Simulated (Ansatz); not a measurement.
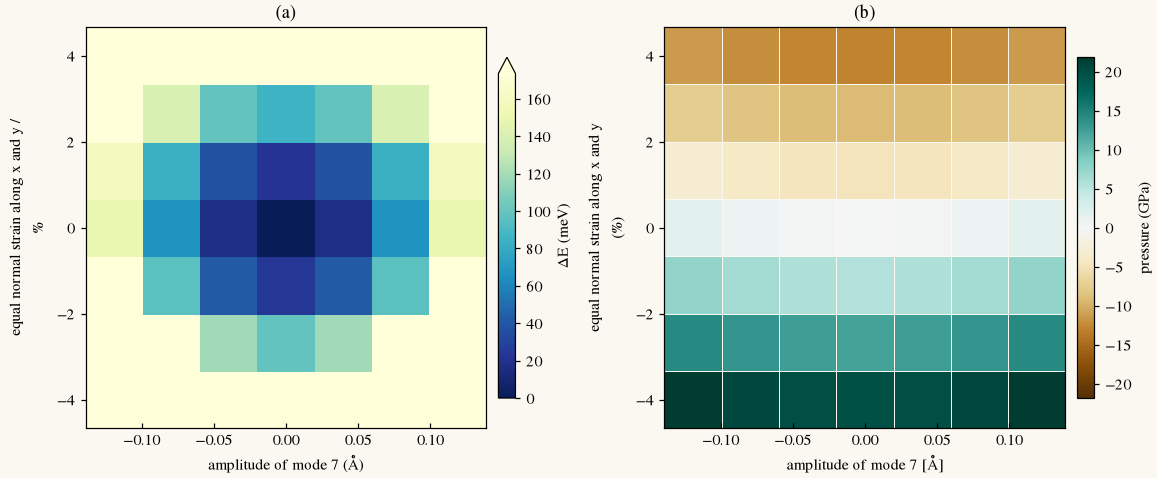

Si2Mo (I4/mmm, No. 139; 3 atoms in the cell). The energy is mapped over a normal mode and a strain (zone-centre modes of the 3-atom cell of this scan) (x along [1 0 0], y along [0 1 0], z along [0 0 1] of the conventional cell). Coordinates scanned: (1) amplitude of mode 7 (320 cm⁻¹), largest displacement in the unstrained cell; (2) equal normal strain along x and y. Nothing is relaxed (the pattern is fixed in fractional coordinates). The grid has 7 × 7 points; 28 points were computed and 21 follow by symmetry. Points are written as (first, second). Energies: meV per cell, counted from the lowest grid point. These are results of DFT PBE, scalar-relativistic, plane waves, PAW (Ansatz 0.2.0), not measurements. Settings: cutoff 420 eV, k-mesh 18×18×18, gaussian smearing 0.15 eV, no spin polarisation.

Panel (a) is the energy; panel (b) is the computed pressure, in GPa.

Drawn: one coloured cell a grid point, one colour for all values above the top of the scale.

Q: How does the pressure vary over the map, and what is it at the lowest grid point?

A: It runs from −12.8 GPa at (0.000 Å, 4.00 %) to 21.8 GPa at (−0.119 Å, −4.00 %). At the lowest grid point, (0.000 Å, 0.00 %), it is 0.0 GPa.

| second ↓, first → | −0.119 | −0.079 | −0.040 | 0.000 | 0.040 | 0.079 | 0.119 |
| --- | --- | --- | --- | --- | --- | --- | --- |
| 4.00 | −11.4 | −12.2 | −12.7 | −12.8 | −12.7 | −12.2 | −11.4 |
| 2.67 | −7.6 | −8.5 | −9.0 | −9.2 | −9.0 | −8.5 | −7.6 |
| 1.33 | −3.2 | −4.2 | −4.7 | −4.9 | −4.7 | −4.2 | −3.2 |
| 0.00 | 1.8 | 0.8 | 0.2 | 0.0 | 0.2 | 0.8 | 1.8 |
| −1.33 | 7.6 | 6.5 | 5.9 | 5.7 | 5.9 | 6.5 | 7.6 |
| −2.67 | 14.3 | 13.1 | 12.5 | 12.2 | 12.5 | 13.1 | 14.3 |
| −4.00 | 21.8 | 20.6 | 19.9 | 19.7 | 19.9 | 20.6 | 21.8 |

PAW datasets: the set soft_1.
